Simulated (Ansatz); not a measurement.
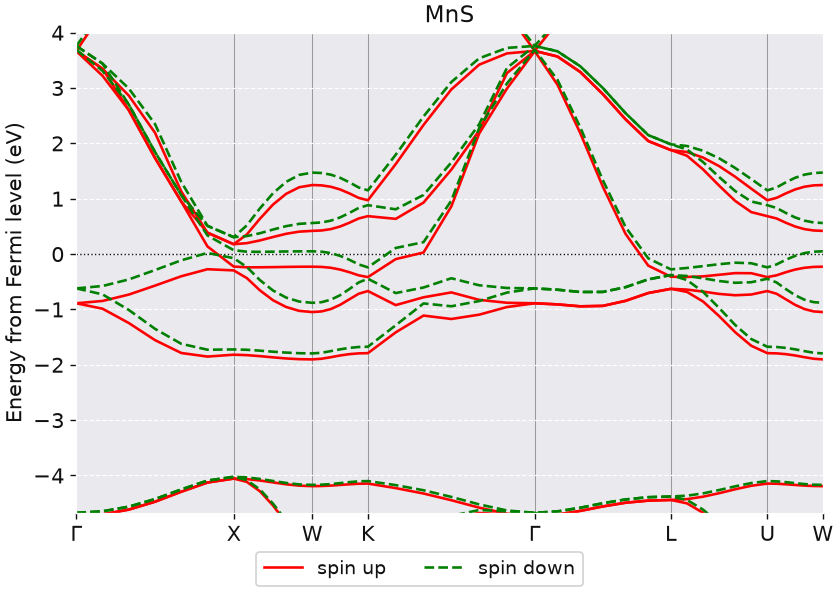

Band structure. Energies are counted from the Fermi level. The path runs straight from each named point to the next. The path has few k points, so lines between them are rough.

**What lattice type does the k path imply?**

A face-centred cubic lattice: the path Γ–X–W–K–Γ–L–U–W runs through the special points of its Brillouin zone.

The material is zincblende MnS, space group F-43m, 2 atoms in the primitive cell; cubic a = 4.947 Å.

Computed with Ansatz: PBEsol, all-electron LAPW, collinear spin, ferromagnetic start that ends with little or no moment, no spin-orbit coupling, 9×9×9 k mesh, Fermi-Dirac smearing of 0.05 eV.

**Does this material conduct, going by its bands?**

A metal: bands cross the Fermi level along this path.

**Which levels at Γ lie nearest to the Fermi level?**

At Γ the nearest levels lie 0.62 eV below and 3.67 eV above the Fermi level.

Semilocal functionals often make such compounds metallic where correlation or magnetic order opens a gap, which also shifts bond lengths. The k mesh is thin for a metal, so its Fermi level is uncertain. The cell is at −3 GPa in this functional. The cell is a database's computed one. Bands are joined in order of energy, so crossings between the computed points show as kinks or gaps.
